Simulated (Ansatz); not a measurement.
Zr

```
Zr
1.0
     3.20124    0.00000    0.00000
    -1.60062    2.77235    0.00000
     0.00000    0.00000    7.83740
Zr
3
Direct
  0.00000 0.00000 0.00000
  0.33333 0.66667 0.33333
  0.66667 0.33333 0.66667
```

Space group Fm-3m; a generated structure, not necessarily the stable one.

Computed with DFT PBE, scalar-relativistic, plane waves, PAW in Ansatz 0.2.0.

What will maps of the valence pseudo-density and electron localisation function show?

Zr–Zr (3.20 Å): ρ at the midpoint is about 0.17 e/Å³; the ELF is about 0.20 at the midpoint: no localised pair shows between them.

Metal or insulator at this level of theory?

It is metallic or semimetallic at this level of theory: no gap opens.

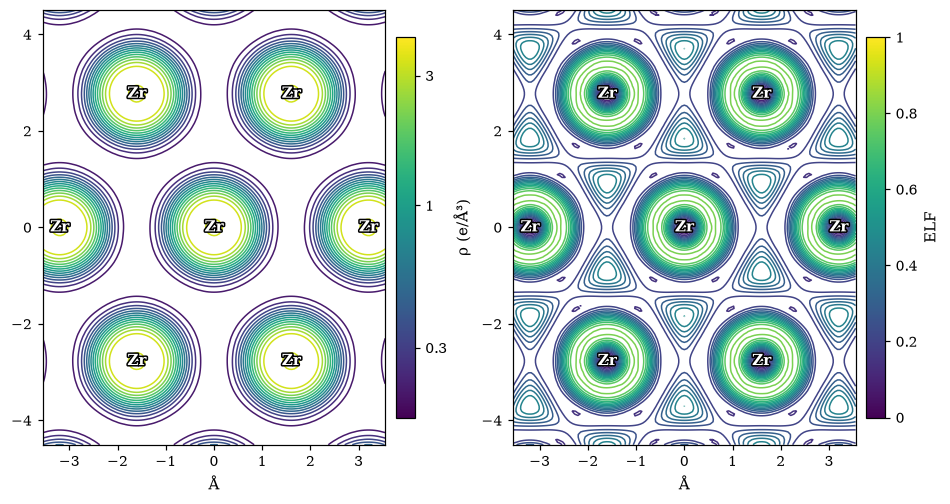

Computed valence pseudo-density and electron localisation function on the (101̄) plane of the calculation cell, in this order. 

In a PAW calculation such maps are meaningful between the atoms, not at the nuclei.
